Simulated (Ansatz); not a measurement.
# Calculations on Al$_{16}$As$_{16}$H

### Relaxation

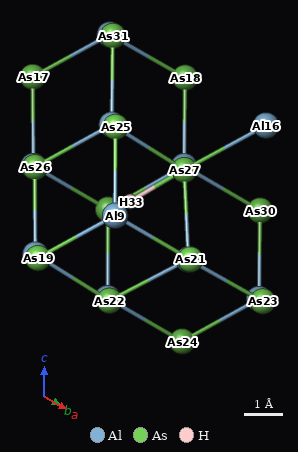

Starting structure of a defect cell of composition Al16As16H (cell charge +1). The picture is a ball-and-stick view of the atoms within 5.0 Å of the atom that moves most (axes of the larger cell on standard axes (2 times the calculation's cell) (origin shifted)), seen from a free direction.

Case: H interstitial, charge +1, atoms relaxed at the host's cell.

Theory: DFT PBE, scalar-relativistic, plane waves, PAW in Ansatz 0.2.0.

Input file:
```yaml
crystal:
  lattice:
    - [-5.7279123196, 5.7279123196, -5.7279123196]
    - [5.7279123196, -5.7279123196, -5.7279123196]
    - [-5.7279123196, -5.7279123196, 5.7279123196]
  atoms:
    - { symbol: Al, position: [0.4993186813, 0.2536463516, 0.2514439664] }
    - { symbol: Al, position: [0.2461190463, 0.2447688561, 0.4934469829] }
    - { symbol: Al, position: [-0.0001194278, 0.2501922832, 0.7501909733] }
    - { symbol: Al, position: [0.7493633375, 0.0006532353, 0.2501567737] }
    - { symbol: Al, position: [0.7503472026, 0.2511164873, 0.0006464079] }
    - { symbol: Al, position: [0.4998286377, 0.0016883627, 0.4988058573] }
    - { symbol: Al, position: [0.249271443, 0.0005297415, 0.7500864692] }
    - { symbol: Al, position: [-0.0001690408, 0.7501576353, 0.250162679] }
    - { symbol: Al, position: [0.9987700709, 0.9995458983, 0.997736571] }
    - { symbol: Al, position: [0.7495249609, 0.7466046458, 0.4992619076] }
    - { symbol: Al, position: [0.4967181198, 0.7554089275, 0.7497434572] }
    - { symbol: Al, position: [0.2518575528, 0.5042980746, 0.2520922404] }
    - { symbol: Al, position: [0.2503128687, 0.7510999392, 0.0006535189] }
    - { symbol: Al, position: [0.0009108673, 0.5006222409, 0.498798365] }
    - { symbol: Al, position: [0.7536940072, 0.5025968499, 0.7505489769] }
    - { symbol: Al, position: [0.4999071954, 0.5005604344, 0.0034589024] }
    - { symbol: As, position: [0.4998387435, 0.0013229463, 0.2495037653] }
    - { symbol: As, position: [0.2496117875, -0.0003397537, 0.5000488389] }
    - { symbol: As, position: [-0.0008808283, -6.4549e-05, 0.748796874] }
    - { symbol: As, position: [0.750612827, 0.751419729, 0.2507714879] }
    - { symbol: As, position: [0.7506185622, 0.0016310087, 0.0010307453] }
    - { symbol: As, position: [0.5008734306, 0.7530486304, 0.4980897355] }
    - { symbol: As, position: [0.2490942376, 0.7508207359, 0.7502644334] }
    - { symbol: As, position: [0.0005311183, 0.5006414299, 0.2494952839] }
    - { symbol: As, position: [0.0007809788, 0.7513411653, 0.0009856766] }
    - { symbol: As, position: [0.751784968, 0.5010438721, 0.4997649781] }
    - { symbol: As, position: [0.4976869654, 0.4970718737, 0.7372470837] }
    - { symbol: As, position: [0.248780859, 0.2516101803, 0.2504265621] }
    - { symbol: As, position: [0.2491290304, 0.5006492448, 3.30322e-05] }
    - { symbol: As, position: [-0.0011451373, 0.2504002481, 0.5000223389] }
    - { symbol: As, position: [0.7500662497, 0.2498487728, 0.7502631929] }
    - { symbol: As, position: [0.499793262, 0.2497280486, -0.0001043191] }
    - { symbol: H, position: [0.4990124375, 0.503830826, 0.5644419219] }
  host:
    lattice:
      - [0.0, 2.8639561598, 2.8639561598]
      - [2.8639561598, 0.0, 2.8639561598]
      - [2.8639561598, 2.8639561598, 0.0]
    atoms:
      - { symbol: Al, position: [0.0, 0.0, 0.0] }
      - { symbol: As, position: [0.75, 0.75, 0.75] }
total_charge: 1
basis:
  ecutwfc: 420
  xc_grid: 2
kpoints:
  mp_grid: { grid: [2, 2, 2], shift: [0.5, 0.5, 0.5] }
hamiltonian:
  xc: pbe
scf:
  occupations: { method: gaussian, width: 0.01 }
output:
  forces: true
  stress: false
  eigenvalues: true
  charged_corrections:
    defect_position: [0.5, 0.5, 0.5]
    epsilon: [[11.5641, 0.0, 0.0], [0.0, 11.5641, 0.0], [0.0, 0.0, 11.5641]]
  write_density: true
  write_potential: true
  elf: true
  volumetric_format: npy
relax:
  adjacent_minimum: "off"
  f_tol: 0.025
  max_steps: 45
```

Run as
```bash
ansatz run input.yaml --threads 4 --pin off --max-ram 10240MiB --backend cpu --events-out ev --progress --plain --runs-dir out
```

Predict the outcome.

Answer. The largest move is that of H33, 1.75 Å along [3 0 1]. Largest moves by element: H 1.75 Å, Al 0.45 Å, As 0.44 Å. The cell stays as it was. Some distances before and after: Al11–As27 2.528 → 3.401 Å, Al11–H33 2.572 → 1.844 Å, As27–H33 1.742 → 1.558 Å, Al16–As27 2.622 → 2.497 Å. New bonds form, among them: Al11–H33 (2.57 → 1.84 Å). Bonds break, among them: Al11–As27 (2.53 → 3.40 Å). Among the angles between lasting bonds that change: Al16–As27–H33 177.5° → 101.0°, Al15–As27–H33 73.4° → 101.1°, Al2–As27–H33 73.5° → 101.2°. Over 13 geometry steps the energy falls by 0.848 eV per cell of the calculation. The largest force component goes from 0.83 to 0.0098 eV/Å. The forces were under the threshold at step 11, but the run went on from there. Cost: 4.3 min on 4 threads of AMD EPYC 7B13 (Zen 3), on a shared host, peak memory 2.7 GiB.

After the run, drawn alike:

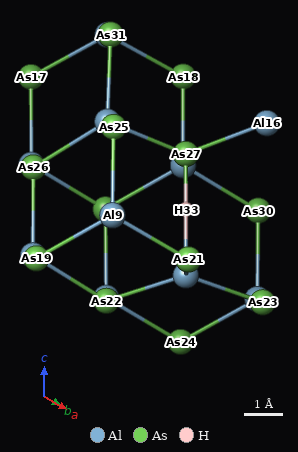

Limits of the set-up: the cell is charged, on a uniform background, and energies carry no finite-size correction.

### Relaxation

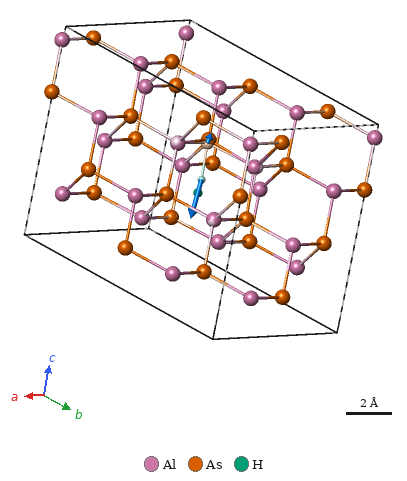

This is a relaxation of a defect cell of composition Al₁₆As₁₆H (cell charge −1). The starting structure is drawn faded, the final one solid; blue arrows show the displacements, 3 times their true length.

A ball-and-stick model of the cell of the calculation (origin shifted), seen from a free direction.

Case: H interstitial, charge -1, atoms relaxed at the host's cell.

The calculation used DFT PBE, scalar-relativistic, plane waves, PAW (Ansatz). Settings: plane-wave cutoff 420 eV; k-point mesh 2 × 2 × 2; occupations gaussian; smearing width 0.01 eV; mesh shifted by (0.5, 0.5, 0.5); no spin polarisation; atoms relaxed in a fixed cell; force threshold 0.025 eV/Å; at most 45 steps.

Question: Which element moves most?

Answer: Hydrogen: up to 0.63 Å, against 0.17 Å for arsenic.

Question: Describe the change and its energy.

Answer: The energy falls by 0.343 eV per cell of the calculation in 5 accepted moves (6 points after the start). The largest force component goes from 0.52 to 0.0043 eV/Å. 1 step only repeated the SCF at the same geometry. The H atom moves most: 0.63 Å along −c. Largest moves by element: H 0.63 Å, As 0.17 Å, Al 0.10 Å. The cell stays as it was. Near-neighbour distances that change, for instance: As–H 1.742 → 2.538 Å, Al–As 2.622 → 2.471 Å, Al–As 2.528 → 2.465 Å, Al–As 2.444 → 2.487 Å. Bonds break, among them: As–H (1.74 → 2.54 Å). Bond angles that change, for instance: As–Al–As 105.8° → 113.6°, As–Al–As 106.9° → 113.9°, Al–As–Al 106.2° → 111.5°.

Limits of the set-up: the cell is charged, on a uniform background, and energies carry no finite-size correction.

### Defect

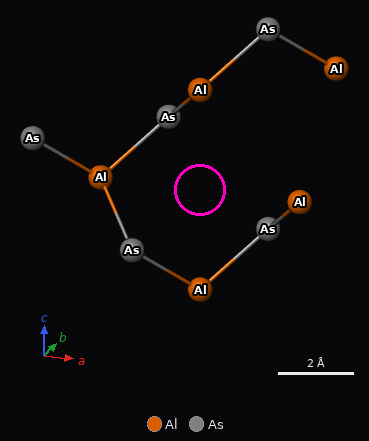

Perfect AlAs. Style: ball-and-stick. Shown: the atoms within 4.6 Å of one point, in a slice 3.4 Å thick across the line of sight, slightly off an axis.

Computed with DFT PBE, scalar-relativistic, plane waves, PAW in Ansatz 0.2.0. Settings: plane-wave cutoff 420 eV; k-point mesh 2 × 2 × 2; occupations gaussian; smearing width 0.01 eV; mesh shifted by (0.5, 0.5, 0.5); no spin polarisation. The cell is small and the k-mesh coarse, so the numbers are rough. A uniform background neutralises the charged cell. The axes drawn are those of the host's conventional cell.

An extra hydrogen atom is put between the host's atoms (an interstitial) at the ringed place, in charge state +1. The supercell has 32 sites, and the atoms are relaxed at the host's cell.

Predict the relaxed surroundings of the defect.

Answer. The H atom starts with 4 As at 2.48 Å, 6 Al at 2.86 Å around its place and ends with 1 As at 1.56 Å, 1 Al at 1.84 Å. Of the host's atoms, an aluminium atom moves furthest from its site, by 0.51 Å. The H atom itself moves 1.79 Å from where it was put.

The relaxed defect, seen from the same direction:

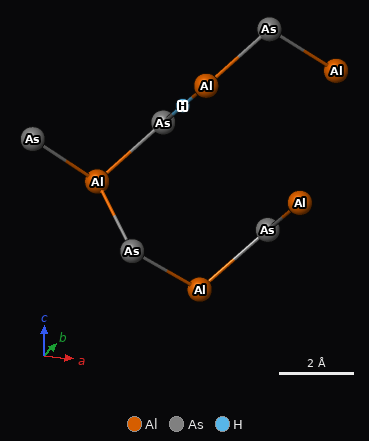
